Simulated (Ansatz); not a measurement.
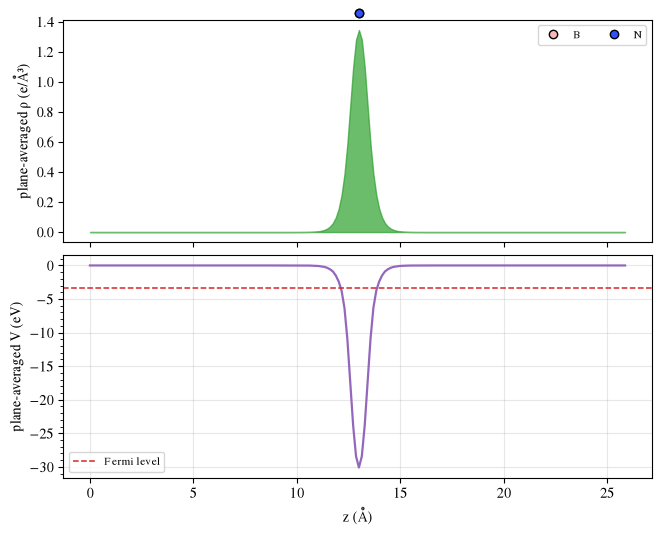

Figure 1: BN (slab). Plane average of the electrostatic potential energy of an electron and of the valence charge density (pseudo) across the slab. Circles mark the heights of the atoms.

Computed with DFT PBE+D3(BJ), scalar-relativistic, plane waves, PAW in Ansatz.

Core electrons are frozen (PAW), and the valence fields are smoothed inside the atomic spheres.

**How far above the Fermi level of the calculation is the vacuum level?**

3.4 eV. The slab has a gap, so the Fermi level lies inside it and this isn't a work function in the metallic sense.

**How thick is the slab, and how wide the vacuum?**

The outermost nuclei are 0.0 Å apart, in 1 atomic plane; the vacuum between periodic images is 26.0 Å wide.
